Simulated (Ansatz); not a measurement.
Input file:

```
crystal:
  lattice:
    - [-2.0701581488, 2.0701581488, 2.9070120003]
    - [2.0701581488, -2.0701581488, 2.9070120003]
    - [2.0701581488, 2.0701581488, -2.9070120003]
  atoms:
    - { symbol: Cu, position: [0.5, 0.5, 0.0] }
    - { symbol: Al, position: [0.25, 0.75, 0.5] }
    - { symbol: Al, position: [0.75, 0.25, 0.5] }
hamiltonian:
  xc: pbesol
  pseudopotentials: { kind: paw }
kpoints:
  mp_grid: { grid: [9, 9, 9] }
scf:
  occupations: { method: fermi_dirac, width: 0.05 }
output:
  forces: true
  stress: true
  eigenvalues: true
  write_density: true
  write_potential: true
  elf: true
  volumetric_format: npy
```

Launched as:

```sh
ansatz run input.yaml --threads 2 --pin off --max-ram 5632MiB --backend cpu --events-out ev --progress --plain --runs-dir out
```

Below, planes, directions and counts refer to the conventional cell (a = 4.14 Å, b = 4.14 Å, c = 5.81 Å, α = 90.00°, β = 90.00°, γ = 90.00°).

Space group I4/mmm; a structure from a database of computed crystals, not necessarily the ambient phase; computed pressure about −5 GPa in this cell.

These are results of Ansatz, Kohn-Sham DFT of a periodic cell, PBEsol, Ansatz PAW, not measurements.

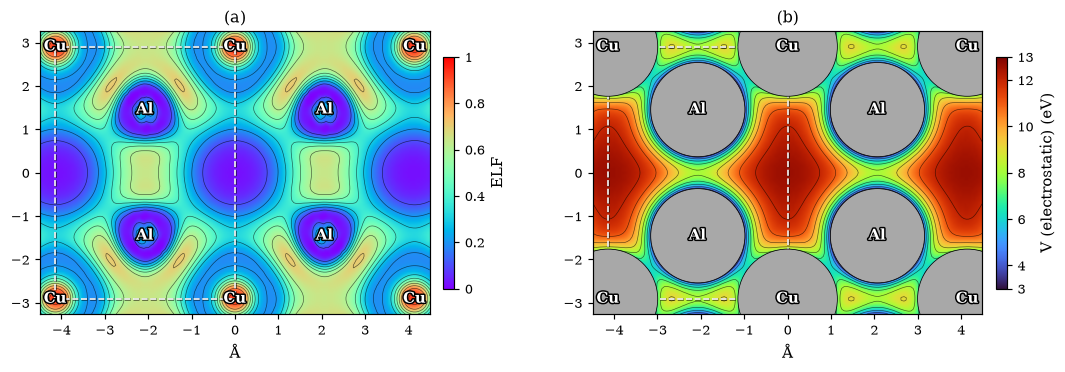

Al2Cu. (a) electron localisation function; (b) electrostatic potential (local pseudopotential plus Hartree) felt by an electron on the (010) plane of the conventional cell. Grey discs cover the atomic cores in the potential map.

Core electrons are frozen (PAW), and the valence fields are smoothed inside the atomic spheres.

Q: What do the fields say about this system?

A:
- Atoms in the plane: Cu and Al.
- Al–Cu (2.53 Å): the ELF peaks at about 0.70 between the atoms.
- The features right at Cu lie inside the PAW spheres, where the map follows smoothed inner orbitals and isn't to be read closely.
- Outside the cores the potential energy rises away from the atoms and is highest about 2.5 Å from the nearest atoms; its zero is arbitrary.

Q: Metal or insulator at this level of theory?

A: It is metallic or semimetallic at this level of theory: no gap opens.
